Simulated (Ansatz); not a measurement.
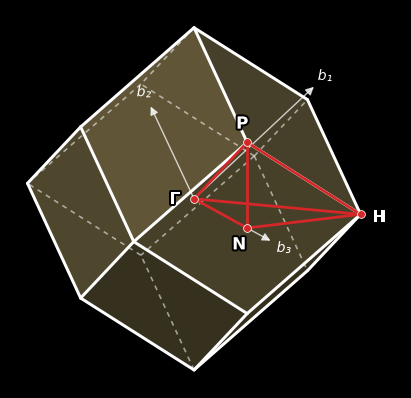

For Si, the end point of a relaxation with DFT, RPBE, plane waves (420 eV) with PAW, scalar-relativistic in Ansatz: the first Brillouin zone and its special points. The drawing is computed from the coordinates (standard cell, symmetry found to 0.002 Å).

Space group Ia-3, No. 206; a = 6.697 Å, b = 6.697 Å, c = 6.697 Å, α = 90.00°, β = 90.00°, γ = 90.00°.

Labels and path follow the convention of Hinuma et al. (2017), as computed by seekpath; the arrows show the directions of the reciprocal primitive vectors b₁, b₂, b₃, in which coordinates are given; lengths include the factor 2π.

List the special points with their coordinates and distances from Γ.

```json
{"point": "Γ", "k₁": "0", "k₂": "0", "k₃": "0", "length of k (1/Å)": "0.000"}
{"point": "H", "k₁": "1/2", "k₂": "−1/2", "k₃": "1/2", "length of k (1/Å)": "0.938"}
{"point": "P", "k₁": "1/4", "k₂": "1/4", "k₃": "1/4", "length of k (1/Å)": "0.813"}
{"point": "N", "k₁": "0", "k₂": "0", "k₃": "1/2", "length of k (1/Å)": "0.663"}
```

What is the zone's volume?

(2π)³ over the primitive cell's volume of 150.17 Å³: 1.65 Å⁻³.
